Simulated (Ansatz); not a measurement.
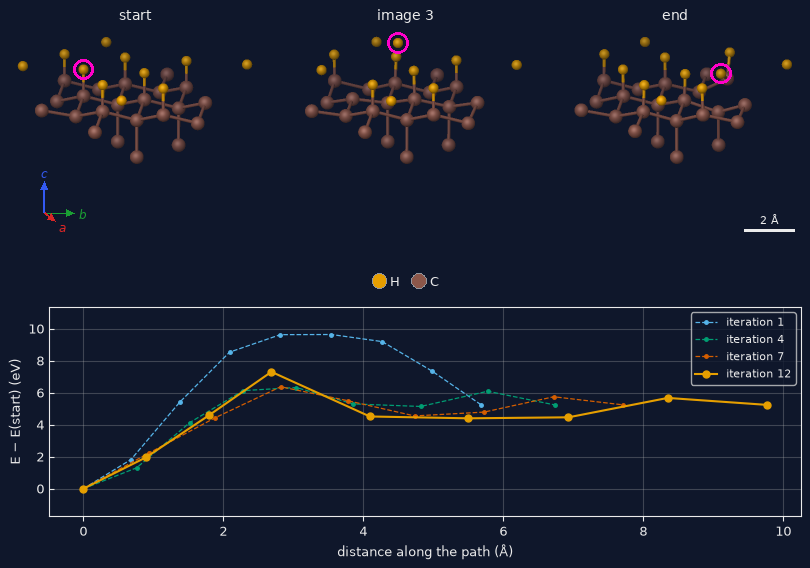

NEB run on H on C(111), partly H-covered, underside capped with H (53 atoms in the cell). Images are numbered from 0 (start) to 8 (end). The plot follows the band through its iterations. The picture is a ball-and-stick view of the atoms within 5.0 Å of the middle of the path, seen slightly off an axis. The moving atom is ringed, with any periodic copies. Bonds to atoms that aren't drawn are left out.

All numbers below come from DFT PBEsol, scalar-relativistic, plane waves, PAW in Ansatz. Settings: plane-wave cutoff 420 eV; k-point mesh 2 × 2 × 1; Gaussian smearing 0.02 eV; spin collinear; 27 atoms held fixed; 7 movable images; climbing image; force threshold 0.03 eV/Å; iteration limit 12; starting path by image-dependent pair potential.

Q: Judge this run.

A: The result isn't final. The band hadn't converged when the run stopped after 12 iterations. The barrier read from it is provisional: over the last two iterations the highest image moved from 6.61 eV to 7.31 eV. The first iteration put the highest image at 9.64 eV. The energy climbs by 7.31 eV to image 3 and then falls by 2.07 eV, so the end point sits at +5.24 eV.

Limits of the set-up: the periodic images lie only 7.6 Å apart, so the values are limited by the cell's size.

PAW datasets: the set soft_1.
